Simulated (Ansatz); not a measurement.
## Single-point calculation, with input and output: Ni

The run: single-point calculation of Ni (Fm-3m, 1 atom in the cell). Method and program: DFT, PBE, PAW with Ansatz's default frozen-core files, scalar-relativistic, spin-polarised (Ansatz 0.2.0).

Its volume is 0.91 times that of the source entry. It belongs to a series of runs on one base structure; here: volume scaled by 0.911, to set the pressure. Figures and captions count atoms from 1; the log counts them from 0 in places.

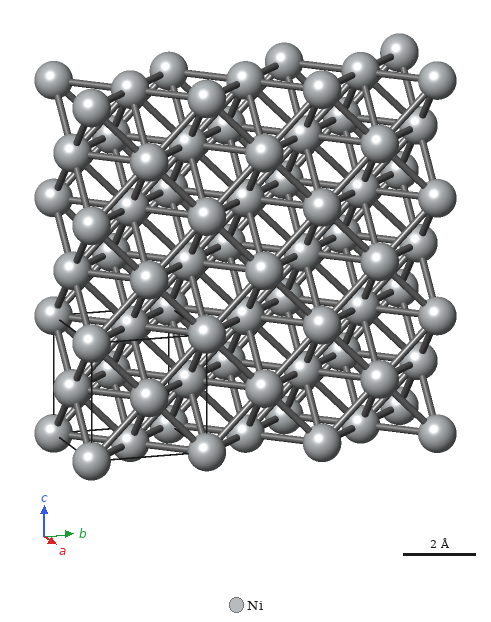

Figure 1. The structure (ball-and-stick view of the cell 4 times as large as that of the calculation, set on its symmetry axes, repeated 1 × 3 × 3, seen slightly off an axis). Near neighbours in the crystal (not all of them lie inside the picture): Ni has 12 Ni at 2.41 Å.

### Input
```yaml
crystal:
  lattice:
    - [0.0, 1.7066035612, 1.7066035612]
    - [1.7066035612, 0.0, 1.7066035612]
    - [1.7066035612, 1.7066035612, 0.0]
  atoms:
    - { symbol: Ni, position: [0.0, 0.0, 0.0], spin: 1.0 }
magnetization:
  spin_polarized: true
kpoints:
  mp_grid: { grid: [19, 19, 19] }
scf:
  occupations: { method: fermi_dirac, width: 0.1 }
hamiltonian:
  xc: pbe
  pseudopotentials: { kind: paw }
output:
  forces: true
  stress: true
  eigenvalues: true
```

Run on 2 threads of Arm Neoverse V1, 24 GiB of memory available, shared host.

Launched with:
```bash
ansatz run input.yaml --threads 2 --pin off --max-ram 7168MiB --backend cpu --events-out ev --progress --plain --runs-dir out
```

### The program's output
```
Engine: ansatz 0.2.0, aarch64-unknown-linux-gnu
Pseudopotentials: kind: paw
Pseudopotential: Ni, paw, valence charge 18, recommended cutoff 420 eV (normal), Ni.paw.azcp
Functional definition: PBE
  parameter kappa = 0.804
  parameter beta = 0.06672455060314922
  exchange = pbe_x(kappa = kappa, mu = beta*pi^2/3)
  correlation = pbe_c(beta = beta)
Crystal: 1 atoms, lattice volume = 9.941 Å³
Basis set: ecut = 420 eV, 181 PW (Γ), exchange–correlation on 36×36×36 points (8 copies of the dense FFT grid, shifted against one another)
Bands: 14, of which v1, the nominal top of the filled ones, is band 9 counted from 1 (8 counted from 0)
Symmetry: 48 space group operations
Space group: Fm-3m (ITA 225), of the structure as read, at distance tolerance 2.2e-5 Å
Magnetic group: BNS 225.116 (UNI 1618), of the structure as read, at distance tolerance 2.2e-5 Å
k-points: 220 of 6859
Non-local potential: Ni, projectors of the file, l = 0: 3, l = 1: 2, l = 2: 3, l = 3: 1
PAW form: soft (Blöchl's): semilocal exchange-correlation on the pseudo side does not see the compensation charge
PAW one-centre angular grid: Ni, 590 points (default); XC on 64 Gauss nodes
Initial density: superposition of atomic densities (chi_scale 0.1, normalization cell)
Starting moments: Σ|m| = 1 μB on 1 of 1 site
Initial wavefunctions: pseudopotential atomic-orbital guess
Functional: x = pbe(κ = 0.804, μ = 0.2195149727645171), c = pbe(β = 0.06672455060314922)
SCF iter   1: F=—  HF=-5838.892853 eV  |F-HF|=—  |Δ(HF+E_count)|=         —  Δρ=6.72e-2 (↑6.72e-2 ↓6.63e-2)  dr2=1.02e0  dr2_m=1.15e-2  M=0.806 μB ∫|m|=0.860 μB  β_m=0.30  ethr=3.10e-3  ⟨swp⟩=5.3  Hψ=32661  notcnv=0
Mixer restart at iter 1: flushing history
preconditioner: auto → none  [metal: Δε(μ)=0.012 eV  Ē_g=16.921 eV  σ=0.100 eV  W_gap=0.03  n_scr=0 (ndim 8)  ℏωp=37.2 eV  f_vac=0.000  D(μ)=1.36/eV (n_scr^D=14)]
SCF iter   2: F=—  HF=-5838.673070 eV  |F-HF|=—  |Δ(HF+E_count)|=   2.20e-1  Δρ=5.87e-2 (↑3.23e-2 ↓5.87e-2)  dr2=3.49e-1  dr2_m=2.93e-2  M=0.723 μB ∫|m|=0.777 μB  β_m=0.25  ethr=3.10e-3  ⟨swp⟩=2.9  Hψ=14238  notcnv=0  defer=77
SCF iter   3: F=—  HF=-5838.869528 eV  |F-HF|=—  |Δ(HF+E_count)|=   1.96e-1  Δρ=2.68e-2 (↑1.10e-2 ↓2.68e-2)  dr2=2.86e-2  dr2_m=1.85e-2  M=0.730 μB ∫|m|=0.787 μB  β_m=0.51  ethr=1.94e-3  ⟨swp⟩=2.5  Hψ=10706  notcnv=0  defer=77
SCF iter   4: F=—  HF=-5839.534903 eV  |F-HF|=—  |Δ(HF+E_count)|=   6.65e-1  Δρ=2.91e-2 (↑6.68e-3 ↓2.91e-2)  dr2=5.26e-2  dr2_m=1.83e-2  M=0.649 μB ∫|m|=0.719 μB  β_m=0.11  ethr=1.59e-4  ⟨swp⟩=2.4  Hψ=12334  notcnv=0  defer=80
SCF iter   5: F=—  HF=-5839.560906 eV  |F-HF|=—  |Δ(HF+E_count)|=   2.60e-2  Δρ=9.49e-3 (↑9.49e-3 ↓7.78e-3)  dr2=1.20e-3  dr2_m=6.13e-3  M=0.657 μB ∫|m|=0.727 μB  β_m=0.41  ethr=1.59e-4  ⟨swp⟩=2.2  Hψ=11462  notcnv=0  defer=113
SCF iter   6: F=—  HF=-5839.683230 eV  |F-HF|=—  |Δ(HF+E_count)|=   1.22e-1  Δρ=5.29e-3 (↑5.29e-3 ↓3.07e-3)  dr2=3.02e-4  dr2_m=1.57e-3  M=0.598 μB ∫|m|=0.675 μB  β_m=0.71  ethr=6.68e-6  ⟨swp⟩=2.3  Hψ=12675  notcnv=0  defer=119
SCF iter   7: F=—  HF=-5839.684570 eV  |F-HF|=—  |Δ(HF+E_count)|=   1.34e-3  Δρ=3.03e-3 (↑3.03e-3 ↓8.51e-4)  dr2=3.11e-4  dr2_m=3.23e-4  M=0.589 μB ∫|m|=0.667 μB  β_m=0.50  ethr=1.68e-6  ⟨swp⟩=2.2  Hψ=9227  notcnv=0  defer=119
SCF iter   8: F=—  HF=-5839.684456 eV  |F-HF|=—  |Δ(HF+E_count)|=   1.14e-4  Δρ=2.38e-4 (↑2.38e-4 ↓1.02e-4)  dr2=6.23e-6  dr2_m=8.26e-7  M=0.586 μB ∫|m|=0.663 μB  β_m=0.75  ethr=1.68e-6  ⟨swp⟩=1.4  Hψ=6871  notcnv=0  defer=119
SCF iter   9: F=—  HF=-5839.684457 eV  |F-HF|=—  |Δ(HF+E_count)|=   9.40e-7  Δρ=6.30e-5 (↑4.58e-5 ↓6.30e-5)  dr2=6.39e-7  dr2_m=4.49e-8  M=0.586 μB ∫|m|=0.663 μB  β_m=0.87  ethr=3.46e-8  ⟨swp⟩=1.3  Hψ=6638  notcnv=0  defer=119
SCF iter  10: F=—  HF=-5839.684458 eV  |F-HF|=—  |Δ(HF+E_count)|=   8.04e-7  Δρ=1.26e-5 (↑7.59e-6 ↓1.26e-5)  dr2=2.17e-8  dr2_m=9.39e-10  M=0.586 μB ∫|m|=0.663 μB  β_m=0.94  ethr=3.55e-9  ⟨swp⟩=2.2  Hψ=8914  notcnv=0  defer=119
SCF iter  11: F=-5839.684458 eV  HF=-5839.684458 eV  |F-HF|=1.58e-9  |Δ(HF+E_count)|=   2.55e-9  Δρ=4.22e-6 (↑1.87e-6 ↓4.22e-6)  dr2=2.05e-9  dr2_m=1.67e-10  M=0.586 μB ∫|m|=0.663 μB  ethr=1.21e-10  ⟨swp⟩=3.1  Hψ=21208  notcnv=0
SCF 1 converged in 11 iterations: F = -5839.684458 eV  dr2 = 2.05e-9
  greatest PAW one-centre occupation: 1.001 electrons in one spin orbital (limit 2), on the Ni atom at site 0 (counted from 0), in its partial waves of l = 1
```

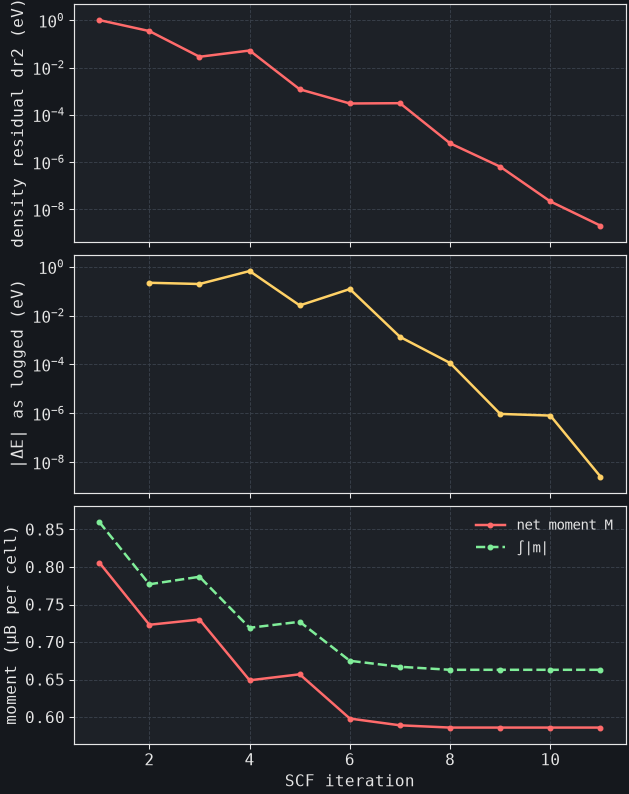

Figure 2. Convergence of the self-consistent field: density residual dr2, size of the energy change and magnetic moment against the SCF iteration. The residual falls almost steadily, with no more than small rises. The net moment goes from 0.8 to 0.6 μB per cell.

```
SCF converged after 11 iterations
Magnetization: 0.5861 μB (9.2930 up, 8.7070 down)
Absolute magnetization: 0.6638 μB (∫|ρ↑−ρ↓|, with the PAW one-centre terms)
Spin contamination: 0.0052 ħ² per cell (⟨S²⟩ above its minimum at these occupations)
Per-site moments (μB) at R_I (Å): [(0.6196759218675578, 0.9955695345103455)]
Free energy (F): -5839.684458 eV
Harris-Foulkes:  -5839.684458 eV  (|F-HF|=1.58e-9)
Internal energy: -5839.633965 eV  (E = F + TS)
E sigma→0 (E₀):  -5839.659212 eV
Entropy (-TS):   -0.050493 eV (-50.493 meV/atom)
Fermi energy:    20.331688 eV
--- Per-component energies (eV) ---
  E_band       = -249.096367
  E_kinetic    = 284.093403
  E_local      = -3287.030246  (includes V_loc(G=0)·N_el)
  E_nonlocal   = 634.825415
  E_hartree    = 1376.586246
  E_xc         = -85.758775
  E_vxc        = -110.653307  (∫ρ·V_xc dr)
  E_paw        = -1628.845385  (= ΣΔE_a)
  E_vpaw       = -523.501497  (= ΣTr[D̂ρ^β])
  E_aug_tail   = 0.000771  (compensation charges beyond the density's cutoff)
  E_ewald      = -3133.505393
  E_smearing   = -0.050493  (= −TS)
  E_closure    = 0.000000  (closes the sum)
  Σ components = -5839.684458   (vs F -5839.684458, Δ=0.00e0)
--- Forces (eV/Å), atoms counted from 1 ---
  atom   1  Ni    -0.00000000    -0.00000000     0.00000000
  max |Σ_I F_I| component: 9.04e-32 eV/Å
--- Stress (GPa, compression-positive) ---
       22.953123       0.000000      -0.000000
        0.000000      22.953123       0.000000
        0.000000      -0.000000      22.953123
  P = ⅓ Tr σ = 22.9531 GPa (229.531 kbar)
--- Band table (eV; the first three rows and the last of 440) ---
  k-point 0 ↑: bands = ["-83.4628", "-43.6738", "-43.6738", "-43.6738", "10.5674", "17.6712", "17.6712", "17.6712", "19.0050", "19.0050", "44.5569", "49.2353", "49.2353", "49.2353"]
  k-point 1 ↑: bands = ["-83.4614", "-43.6821", "-43.6750", "-43.6750", "10.6837", "17.6377", "17.6994", "17.6994", "18.9924", "18.9924", "44.2848", "47.6720", "48.9626", "48.9626"]
  k-point 2 ↑: bands = ["-83.4575", "-43.7063", "-43.6784", "-43.6784", "11.0275", "17.5462", "17.7745", "17.7745", "18.9641", "18.9641", "42.9041", "46.1510", "48.4185", "48.4185"]
  k-point 219 ↓: bands = ["-82.6124", "-43.1213", "-43.1093", "-43.0247", "16.4347", "17.3208", "17.6142", "19.4669", "20.7454", "28.3822", "28.6655", "31.3228", "32.8427", "50.8171"]
```

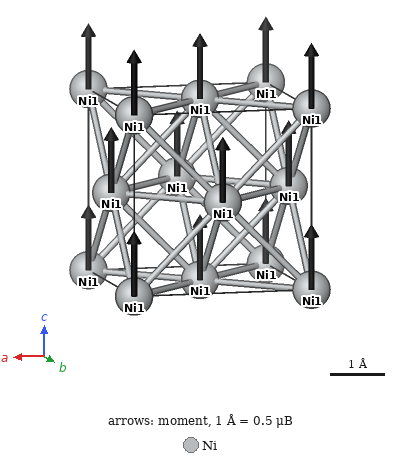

Figure 3. Magnetic moments of the sites as black arrows (ball-and-stick view of the cell 4 times as large as that of the calculation, set on its symmetry axes, seen at an oblique angle; atoms are numbered from 1 in the order of the input); small moments hardly show. The run is collinear, so the axis drawn is arbitrary. Site moments: Ni1 (0.62 μB). They are counted near the atoms and needn't add up to the moment of the cell.

### Summary

- outcome: converged
- space group (tolerance 0.01 Å): Fm-3m (225)
- electrons treated: 18
- free energy: −5839.6845 eV
- Fermi energy: 20.332 eV
- net moment of the cell: 0.59 μB
- integrated absolute moment: 0.66 μB
- pressure: 22.95 GPa
- largest force (length of the vector): under 0.001 eV/Å
- wall time: 4.4 s (CPU time 7.5 s)
- peak memory: 0.32 GiB

### Remarks

The cell is under a pressure of 23 GPa at this level, so it is not at its equilibrium volume.
